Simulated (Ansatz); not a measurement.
# Fermi surface of Cu3Ni (space group Cmmm, No. 65)

Input

```yaml
crystal:
  lattice:
    - [1.3161551, -2.06036076, 0.0]
    - [1.3161551, 2.06036076, 0.0]
    - [0.0, 0.0, 8.24586025]
  atoms:
    - { symbol: Cu, position: [0.5, 0.5, 0.75330878] }
    - { symbol: Cu, position: [0.0, 0.0, 0.5] }
    - { symbol: Cu, position: [0.5, 0.5, 0.24669122] }
    - { symbol: Ni, position: [0.0, 0.0, 0.0], spin: -2.0 }
basis:
  ecutwfc: 420
kpoints:
  mp_grid: { grid: [18, 18, 6] }
hamiltonian:
  xc: lda
scf:
  occupations: { method: gaussian, width: 0.05 }
output:
  forces: true
  eigenvalues: true
  eigenstates:
    nscf_kmesh: { grid: [30, 30, 8] }
    top_band: c6
    de_dk: true
    localisation: true
  stress: true
  populations: true
checkpoint:
  write: ck
  compress: false
  write_wavefunctions: false
  write_every: 100000
magnetization:
  spin_polarized: true
```

Run with:

```sh
ansatz run input.yaml --threads 1 --pin off --max-ram 3072MiB --backend cpu --events-out ev --progress --plain --runs-dir out
```

All numbers here come from DFT LDA, scalar-relativistic, plane waves, PAW; levels and slopes on a dense k mesh at the converged density in Ansatz. Collinear spin polarisation. The levels come from a k mesh of 30×30×8 points. The geometry was not relaxed (residual pressure −8 GPa). The cell comes from a database of computed structures, not from a measurement.

### 1. The sheets

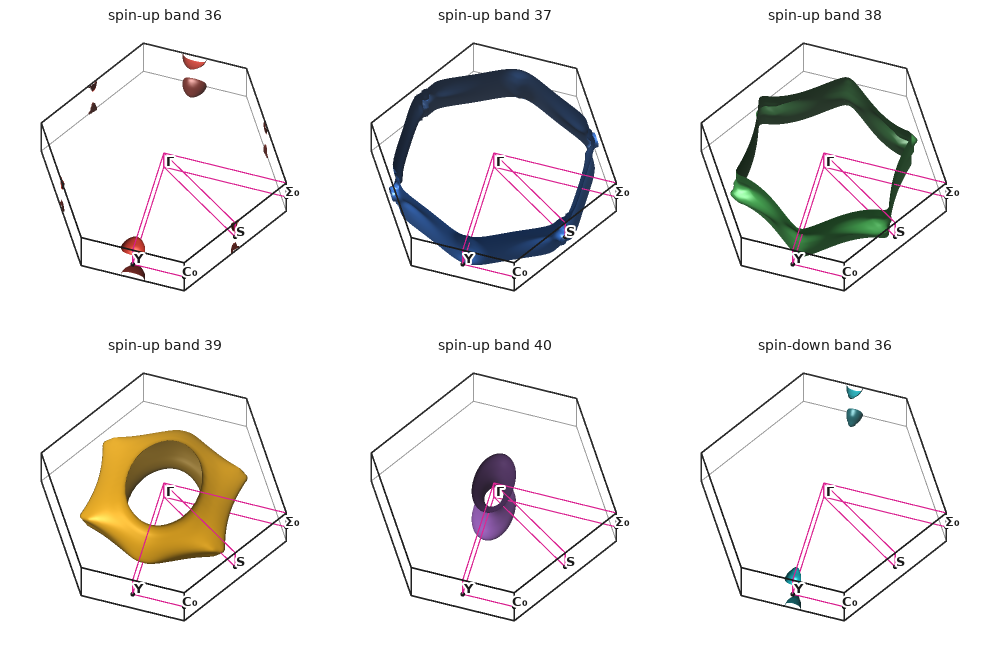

Fermi surface of this crystal. Each panel holds one band. The brighter face of a sheet looks towards empty states. Only the first six of 10 bands are drawn.

**Describe the Fermi surface sheet by sheet.**

Ten bands cross the Fermi level; this is a three-dimensional metal.

Spin-up band 36: one hole pocket centred at T (0.33 % of the zone) and specks under 0.04 % of the zone, which the mesh doesn't resolve and which may come from the interpolation.
Spin-up band 37: an open network that joins neighbouring zones in all directions (the band is filled at Γ, Z and S and empty at Y, T and R).
Spin-up band 38: one open electron tube parallel to Γ–Z.
Spin-up band 39: one open electron tube parallel to Γ–Z.
Spin-up band 40: one open electron tube parallel to Γ–Z.
Spin-down band 36: one hole pocket centred at T (0.19 % of the zone).
A pocket cut by a face of the zone is counted once with the part on the opposite face.

### 2. The two spins

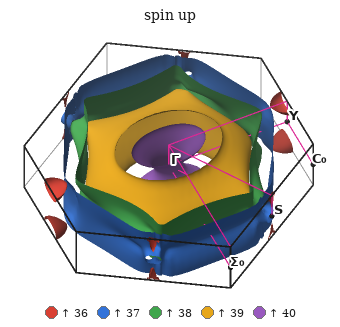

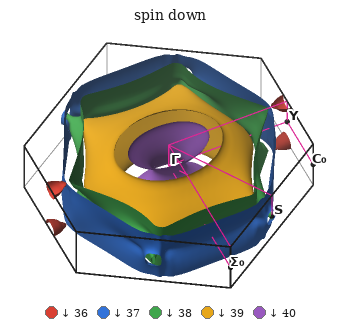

Spin-resolved Fermi surfaces of this crystal; the net moment is 0.1 μB per cell, and spin down is the majority channel.

**How do the two spin channels differ at the Fermi level?**

Spin up has five and spin down five bands crossing, with 1.1 and 0.93 states/eV per cell, so (N↑ − N↓)/(N↑ + N↓) = 0.09.

### 3. Weight on the atoms

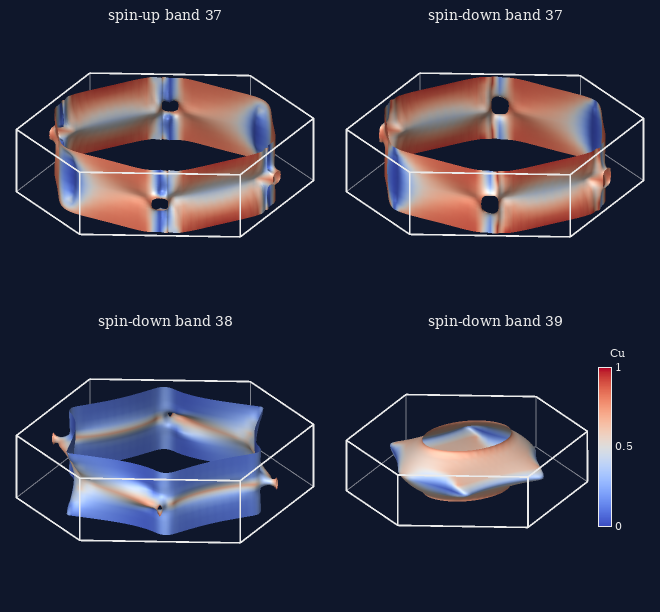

Fermi surface of this crystal (the four sheets of greatest area among ten bands), coloured by the weight of the states on Cu (Voronoi cells).

**How much Cu character do the sheets have, and what else?**

Spin-up band 37: Ni (51 %) and Cu (49 %). Spin-down band 37: Cu (56 %) and Ni (44 %). Spin-down band 38: Ni (75 %) and Cu (25 %). Spin-down band 39: Cu (53 %) and Ni (47 %).

### 4. Cuts and bands

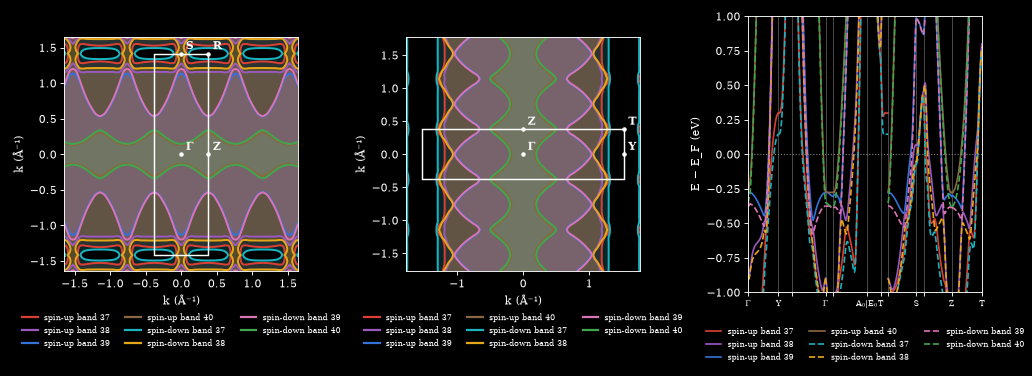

This crystal: cuts through the Fermi surface in the plane through Γ, Z and S and the plane through Γ, Y and T, filled states shaded, and the bands that cross the Fermi level. Of the ten bands that cross, the eight with the highest density of states are drawn and listed.

**For each band, read its level at the labelled points (eV from the Fermi level).**

```tsv
band	Γ	Y	T	Z	S	R
spin-up band 37	below	+0.30	+0.70	below	−0.06	+0.42
spin-up band 38	−0.90	above	+0.80	below	+0.07	+0.45
spin-up band 39	−0.28	above	above	−0.30	+0.98	+0.87
spin-up band 40	−0.27	above	above	−0.28	above	above
spin-down band 37	below	+0.14	+0.70	below	−0.07	+0.42
spin-down band 38	−0.90	above	+0.78	below	−0.06	+0.46
spin-down band 39	−0.38	above	above	−0.39	+0.98	+0.87
spin-down band 40	−0.35	above	above	−0.38	above	above
```

Negative values are filled states; "above" and "below" lie outside the plotted window.

The run ends with a net moment of 0.1 μB a cell, the order reached from its starting moments, not necessarily the lowest. Necks and pockets thinner than about two mesh steps aren't resolved, so separate pockets may in truth be joined.

Time for the whole run: 6 min on 1 thread of Arm Neoverse V2, on a shared host, peak memory 2 GiB.
